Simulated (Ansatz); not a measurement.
Structure (in its standard cell), the input geometry of an electronic-structure calculation (not necessarily at equilibrium); the starting structure was generated, so it need not be a known form of this composition:

```xyz
1
Lattice="2.6777 0.0000 0.0000 0.0000 2.6777 0.0000 0.0000 0.0000 2.6777" Properties=species:S:1:pos:R:3 pbc="T T T"
Ti    0.0000    0.0000    0.0000
```

What does the kinematic electron diffraction pattern along [111] look like at 300 kV (B = 0.5 Å²)?

Answer. The spots form a hexagonal net with both shortest vectors at d = 1.89 Å, 60.0° apart. They are -1 1 0 and -1 0 1. The pattern has symmetry 6mm. No reflection of this zone is absent.

Strongest reflections with d > 0.80 Å, one of each family (|F|² from tabulated Gaussian fits of the electron scattering factors, times a small damping for the curvature of the Ewald sphere):

| hkl | d (Å) | I (strongest = 100) |
| --- | --- | --- |
| 1 0 -1 | 1.893 | 100 |
| 2 -1 -1 | 1.093 | 23 |
| 2 0 -2 | 0.947 | 14 |

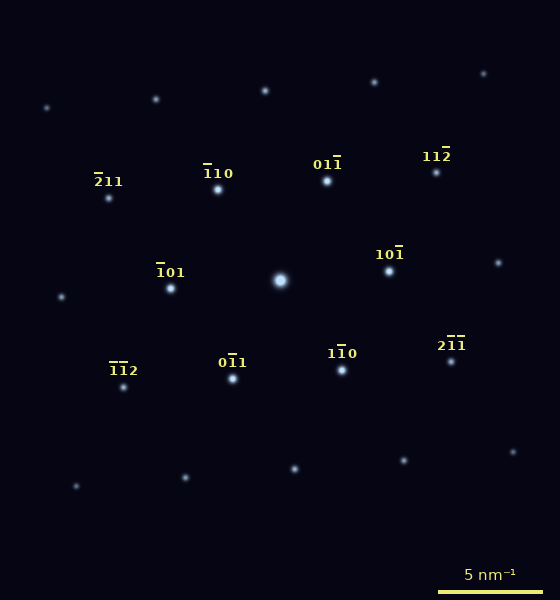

Calculated pattern, seen from the source side with [111] pointing towards the source.
